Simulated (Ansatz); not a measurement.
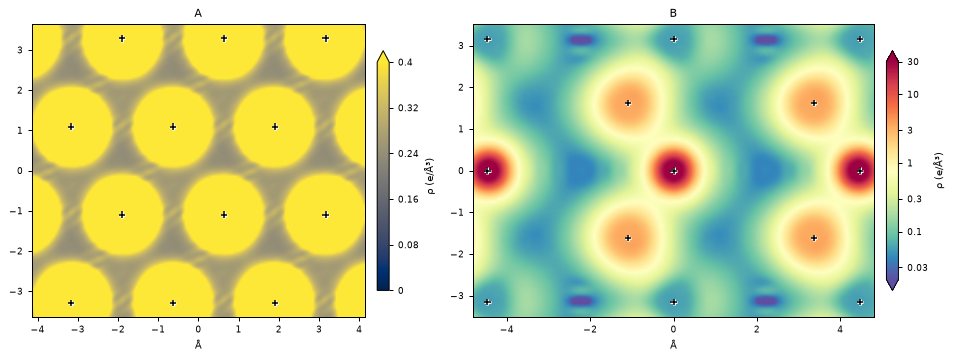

The valence electron density of 2 systems, each on a plane through atoms (crosses mark nuclei in the plane).

Theory: DFT r2SCAN, scalar-relativistic, plane waves, PAW (Ansatz).

System 1: AlGa₃N₄, the (101) plane of the conventional cell. Space group P-43m; a structure from a database of computed crystals, not necessarily the ambient phase.

```
Al Ga N
1.0
     4.46534    0.00000    0.00000
     0.00000    4.46534    0.00000
     0.00000    0.00000    4.46534
Al Ga N
1 3 4
Direct
  0.00000 0.00000 0.00000
  0.50000 0.50000 0.00000
  0.50000 0.00000 0.50000
  0.00000 0.50000 0.50000
  0.75535 0.75535 0.24465
  0.75535 0.24465 0.75535
  0.24465 0.75535 0.75535
  0.24465 0.24465 0.24465
```

System 2: Cu, the (001) plane of the calculation cell. Space group P6₃/mmc; a structure from a database of computed crystals, not necessarily the ambient phase; computed without spin polarisation.

```
CELL_PARAMETERS angstrom
-1.26467 -2.19047 0.00000
1.26467 -2.19047 0.00000
0.00000 0.00000 16.52788
ATOMIC_POSITIONS crystal
Cu 0.00000 0.00000 0.50000
Cu 0.00000 0.00000 0.00000
Cu 0.66667 0.66667 0.12500
Cu 0.66667 0.66667 0.62500
Cu 0.00000 0.00000 0.25000
Cu 0.00000 0.00000 0.75000
Cu 0.33333 0.33333 0.37500
Cu 0.33333 0.33333 0.87500
```

### Which map belongs to which system?

Panel A is system 2, Cu: the plane holds Cu. Cu–Cu (2.53 Å): the density is about 0.31 e/Å³ at the midpoint. Panel B is system 1, AlGa₃N₄: the plane holds Al, Ga and N. Al–N (1.89 Å): the density is about 0.7 e/Å³ at the midpoint.
